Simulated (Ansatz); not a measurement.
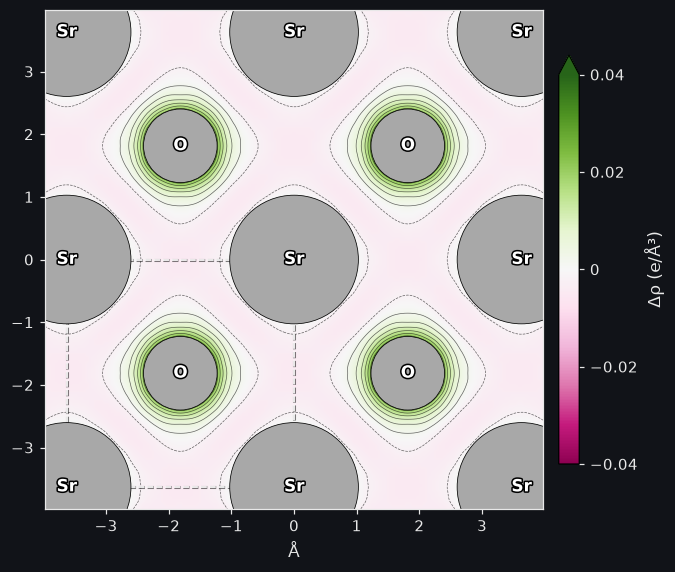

SrO. Difference of the valence pseudo-densities of two functionals at the same geometry, on the (101) plane of the calculation cell: BLYP less LDA.

Space group Fm-3m.

Both computed with Ansatz (plane waves, PAW), on the same k-point mesh. Grey discs cover the atomic cores.

What does the difference map show?

Against LDA, BLYP gives more density around O (+0.010 e/Å³ on average at 0.7 Å from the nucleus) and a change of −0.005 e/Å³ at the midpoint of Sr–O.
